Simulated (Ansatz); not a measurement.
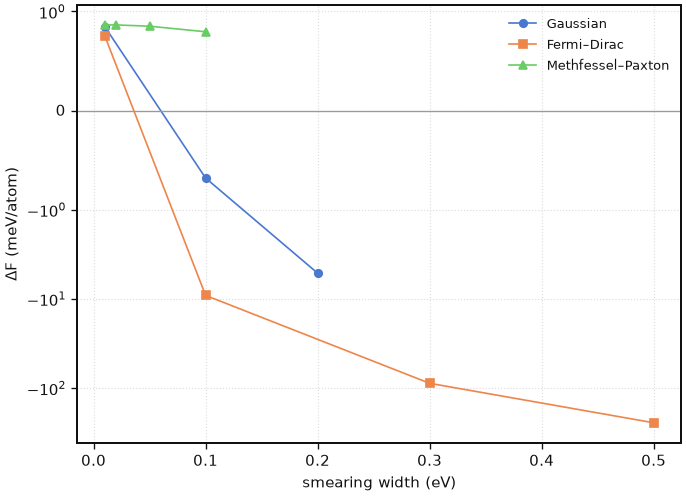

Free energy against smearing width for several smearing schemes.
System: Sn (I4/mmm, 1 atom in the cell).
Method: DFT PBEsol, scalar-relativistic, plane waves, PAW (Ansatz 0.2.0); cutoff 420 eV, 18×18×18 k-mesh.
ΔF is counted from the tetrahedron result.

How far does each scheme shift the free energy at its largest width?

Answer. Gaussian smearing: −5.2 meV/atom at 0.2 eV. Fermi–Dirac smearing: −250 meV/atom at 0.5 eV. Methfessel–Paxton smearing: within 1 meV/atom of zero at 0.1 eV.
